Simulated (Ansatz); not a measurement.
SiSe₂: geometry relaxation (part 2 of 2)

Continued. System: SiSe₂ (Ibam, 6 atoms in the cell). Method: DFT PBE, scalar-relativistic, plane waves, PAW, no spin polarisation (Ansatz 0.2.0); cutoff 420 eV, 6×6×6 k-mesh, Gaussian smearing of 0.05 eV. The structure derives from an entry of the Crystallography Open Database. It belongs to a series of runs on one base structure; here: volume × 1.040.

Geometry of the input (Å; fractional positions):
```
-3.4041  5.6891  2.9869
3.4041  -5.6891  2.9869
3.4041  5.6891  -2.9869
Si 0.2500  0.2500  0.0000
Si 0.7500  0.7500  -0.0000
Se 0.1092  0.8147  0.9239
Se 0.8908  0.1853  0.0761
Se 0.6092  0.6853  0.2946
Se 0.3908  0.3147  0.7054
```

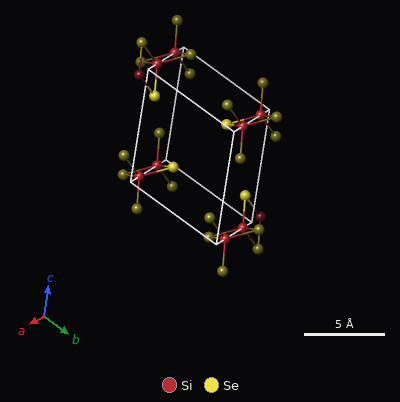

Figure 1. The geometry at step 3 of the log (ball-and-stick view of the reduced cell, seen slightly off an axis; neighbours outside the cell are drawn fainter).

```
basis re-selected at this cell: Δ(F+E_penalty+E_count) = -3.421e-6 eV, ΔP = +0.000 GPa vs the last step (what re-selecting the basis moved, of the pressure what is left beyond the Pulay correction that the steps carried, after the strain that the cell walked since its last selection, with what the two solves' SCF thresholds leave and, on support functions, any second-order correction that the steps lacked; it is no measure of the basis error at this ecutwfc). This SCF's stress stands 7.42e-3 GPa from its target on what of the cell is left free (relax.cell.stress_tol is 1.00e-1 GPa) and its largest allowed force component is 2.15e-3 eV/Å (relax.f_tol is 1.00e-2 eV/Å): within both
SCF converged after 6 iterations
Free energy (F): -23150.689676 eV
Harris-Foulkes:  -23150.689676 eV  (|F-HF|=8.73e-11)
Internal energy: -23150.689676 eV  (E = F + TS)
E sigma→0 (E₀):  -23150.689676 eV
Fermi energy:    2.928761 eV
--- Per-component energies (eV) ---
  E_band       = -1913.252800
  E_kinetic    = 555.260671
  E_local      = -13221.679659  (includes V_loc(G=0)·N_el)
  E_nonlocal   = -2333.733918
  E_hartree    = 6350.059601
  E_xc         = -526.582421
  E_vxc        = -485.026535  (∫ρ·V_xc dr)
  E_paw        = -8669.921112  (= ΣΔE_a)
  E_vpaw       = 871.810219  (= ΣTr[D̂ρ^β])
  E_aug_tail   = -0.002323  (compensation charges beyond the density's cutoff)
  E_ewald      = -5304.090513
  E_smearing   = -0.000000  (= −TS)
  E_closure    = 0.000000  (closes the sum)
  Σ components = -23150.689676   (vs F -23150.689676, Δ=0.00e0)
--- Forces (eV/Å), atoms counted from 1 ---
  atom   1  Si     0.00000000     0.00000000    -0.00000000
  atom   2  Si    -0.00000000     0.00000000     0.00000000
  atom   3  Se     0.00010372     0.00214772    -0.00000000
  atom   4  Se    -0.00010372    -0.00214772     0.00000000
  atom   5  Se    -0.00010372     0.00214772     0.00000000
  atom   6  Se     0.00010372    -0.00214772    -0.00000000
  max |Σ_I F_I| component: 4.34e-19 eV/Å
--- Stress (GPa, compression-positive) ---
       -0.041385       0.000000      -0.000000
        0.000000      -0.026801       0.000000
       -0.000000       0.000000      -0.034470
  P = ⅓ Tr σ = -0.0342 GPa (-0.342 kbar)
--- Band table (eV; the first three rows and the last of 46) ---
  k-point 0: bands = ["-45.0730", "-45.0723", "-45.0723", "-45.0722", "-45.0675", "-45.0675", "-45.0666", "-45.0666", "-44.9432", "-44.9430", "-44.9430", "-44.9428", "-44.9056", "-44.9056", "-44.9054", "-44.9053", "-44.8808", "-44.8806", "-44.8802", "-44.8802", "-12.2636", "-10.6798", "-10.3400", "-10.3067", "-5.6901", "-4.3091", "-2.7532", "-1.6711", "-1.6507", "-0.7559", "-0.7014", "0.2712", "0.2774", "0.8265", "0.9140", "1.6447", "4.7028", "4.8426", "5.3462", "6.3455", "7.0479", "7.2667", "7.4048", "7.4445"]
  k-point 1: bands = ["-45.0730", "-45.0723", "-45.0723", "-45.0722", "-45.0675", "-45.0675", "-45.0666", "-45.0666", "-44.9432", "-44.9430", "-44.9430", "-44.9428", "-44.9056", "-44.9056", "-44.9054", "-44.9053", "-44.8808", "-44.8806", "-44.8802", "-44.8802", "-12.2573", "-10.6789", "-10.3480", "-10.3147", "-5.6921", "-4.2788", "-2.7437", "-1.6645", "-1.6369", "-0.7442", "-0.6928", "0.2485", "0.3209", "0.6710", "0.8663", "1.6810", "4.8057", "4.9342", "5.4741", "6.1923", "6.9179", "7.1789", "7.3580", "7.5889"]
  k-point 2: bands = ["-45.0730", "-45.0723", "-45.0723", "-45.0722", "-45.0675", "-45.0675", "-45.0666", "-45.0666", "-44.9432", "-44.9430", "-44.9430", "-44.9428", "-44.9056", "-44.9056", "-44.9054", "-44.9053", "-44.8808", "-44.8806", "-44.8802", "-44.8802", "-12.2447", "-10.6766", "-10.3701", "-10.3251", "-5.6961", "-4.2171", "-2.7213", "-1.6767", "-1.5814", "-0.7545", "-0.6331", "0.2002", "0.3425", "0.4250", "0.8009", "1.7485", "4.7272", "5.3599", "5.7874", "5.9341", "6.6659", "7.1174", "7.3574", "7.7368"]
  k-point 45: bands = ["-45.0730", "-45.0723", "-45.0723", "-45.0722", "-45.0675", "-45.0675", "-45.0666", "-45.0666", "-44.9432", "-44.9430", "-44.9430", "-44.9428", "-44.9056", "-44.9056", "-44.9054", "-44.9053", "-44.8808", "-44.8806", "-44.8802", "-44.8802", "-12.2276", "-10.6717", "-10.3834", "-10.3610", "-5.7176", "-4.1413", "-2.5770", "-1.5751", "-1.5202", "-0.6315", "-0.5586", "0.1330", "0.1540", "0.2158", "0.5887", "1.7369", "4.1643", "5.5483", "5.8137", "6.0408", "6.1367", "7.0438", "7.2865", "7.5755"]
--- Relaxed structure (3 steps of the walk, 3 accepted, 1 SCFs on fresh bases) ---
  F+E_penalty+E_count = -23150.68967588 eV   max|allowed force component| = 2.148e-3 eV/Å   (the final SCF, on the basis selected at the relaxed cell)
  cell:  # Å, volume = 231.3845 Å³
    - [-3.4140596279933857, 5.708356803517454, 2.9681925332331]
    - [3.4140596279933857, -5.708356803517454, 2.9681925332331]
    - [3.4140596279933857, 5.708356803517454, -2.9681925332331]
  atoms:
    - { symbol: Si, position: [0.25, 0.25, 6.628828393973538e-20] }
    - { symbol: Si, position: [0.75, 0.75, 6.628828393973559e-20] }
    - { symbol: Se, position: [0.10827928623104496, 0.8166376922742824, 0.9249169785053274] }
    - { symbol: Se, position: [0.8917207137689551, 0.18336230772571754, 0.07508302149467261] }
    - { symbol: Se, position: [0.6082792862310451, 0.6833623077257176, 0.2916415939567624] }
    - { symbol: Se, position: [0.391720713768955, 0.3166376922742824, 0.7083584060432375] }
```

Trajectory as extended XYZ (Å, eV, eV/Å), 4 frames, from step=1 to step=4:
```
6
Lattice="-3.4041 5.6891 2.9869 3.4041 -5.6891 2.9869 3.4041 5.6891 -2.9869" Properties=species:S:1:pos:R:3:forces:R:3 step=1 energy=-23150.67945 pressure_GPa=-0.76
Si    0.0000    0.0000    1.4935    0.0000   0.0000   0.0000
Si    0.0000    0.0000    4.4804    0.0000   0.0000   0.0000
Se    5.5465    1.2429    0.0000    0.1829  -0.1762   0.0000
Se   -2.1424    4.4463    2.9869   -0.1829   0.1762   0.0000
Se    1.2617    1.2429    2.9869   -0.1829  -0.1762   0.0000
Se    2.1424    4.4463    0.0000    0.1829   0.1762   0.0000
6
Lattice="-3.4085 5.6975 2.9787 3.4085 -5.6975 2.9787 3.4085 5.6975 -2.9787" Properties=species:S:1:pos:R:3:forces:R:3 step=2 energy=-23150.68903 pressure_GPa=-0.15
Si    0.0000    0.0000    1.4894    0.0000   0.0000   0.0000
Si    0.0000    0.0000    4.4681    0.0000   0.0000   0.0000
Se    5.5655    1.2344    0.0000    0.0107  -0.0076   0.0000
Se   -2.1571    4.4631    2.9787   -0.0107   0.0076   0.0000
Se    1.2514    1.2344    2.9787   -0.0107  -0.0076   0.0000
Se    2.1571    4.4631    0.0000    0.0107   0.0076   0.0000
6
Lattice="-3.4141 5.7084 2.9682 3.4141 -5.7084 2.9682 3.4141 5.7084 -2.9682" Properties=species:S:1:pos:R:3:forces:R:3 step=3 energy=-23150.68967 pressure_GPa=-0.03
Si    0.0000    0.0000    1.4841    0.0000   0.0000   0.0000
Si    0.0000    0.0000    4.4523    0.0000   0.0000   0.0000
Se    5.5761    1.2362    0.0000    0.0001   0.0021   0.0000
Se   -2.1620    4.4722    2.9682   -0.0001  -0.0021   0.0000
Se    1.2520    1.2362    2.9682   -0.0001   0.0021   0.0000
Se    2.1620    4.4722    0.0000    0.0001  -0.0021   0.0000
6
Lattice="-3.4141 5.7084 2.9682 3.4141 -5.7084 2.9682 3.4141 5.7084 -2.9682" Properties=species:S:1:pos:R:3:forces:R:3 step=4 energy=-23150.68968 pressure_GPa=-0.03
Si    0.0000    0.0000    1.4841    0.0000   0.0000   0.0000
Si    0.0000    0.0000    4.4523    0.0000   0.0000   0.0000
Se    5.5761    1.2362    0.0000    0.0001   0.0021   0.0000
Se   -2.1620    4.4722    2.9682   -0.0001  -0.0021   0.0000
Se    1.2520    1.2362    2.9682   -0.0001   0.0021   0.0000
Se    2.1620    4.4722    0.0000    0.0001  -0.0021   0.0000
```

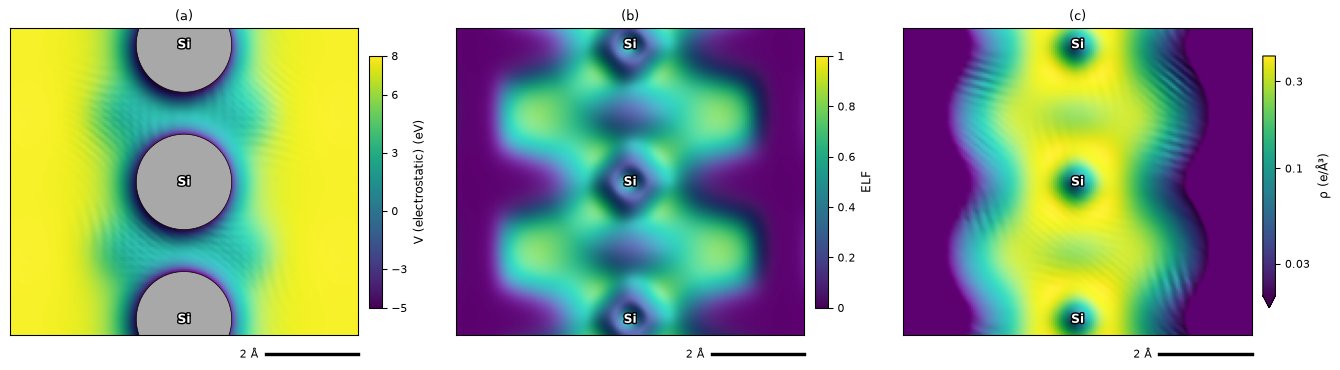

Figure 2. (a) electrostatic potential (local pseudopotential plus Hartree) felt by an electron; (b) electron localisation function; (c) valence charge density (pseudo) on the (010) plane of the conventional cell. Grey discs, where drawn, cover atomic cores. Away from the nuclei the density in this plane falls to 0.003 e/Å³ at its lowest. Outside the cores the potential energy rises away from the atoms and is highest about 2.5 Å from the nearest atoms; outside the discs it spans about 12 eV, and its zero is arbitrary. Core electrons are frozen (PAW), so the fields are smoothed inside the atomic spheres.

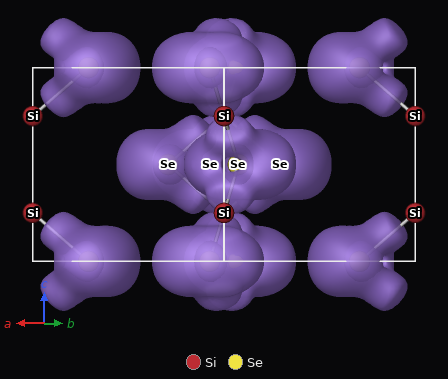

Figure 3. Isosurface of the electron localisation function at 0.65 (purple), seen along [110]. Core shells and regions of very low density are left out. Sticks mark near contacts. The outline is the cell set on symmetry axes. Profiles from the grid: Si–Se (2.30 Å): the ELF peaks at about 0.90 between the atoms (a shared electron pair).

Results in brief:

| quantity | value |
| --- | --- |
| outcome | converged |
| space group (tolerance 0.01 Å) | Ibam (72) |
| electrons treated | 72 |
| free energy | −23150.6897 eV |
| Fermi energy | 2.929 eV |
| gap on the k-point mesh | 2.29 eV |
| pressure | −0.03 GPa |
| final volume | 231.38 Å³ |
| largest force (length of the vector) at the end | 0.002 eV/Å |
| final cell | a = 7.284 Å, b = 7.284 Å, c = 7.284 Å, α = 124.10°, β = 76.79°, γ = 131.90° |
| wall time | 24 s (CPU time 94 s) |
| peak memory | 0.81 GiB |
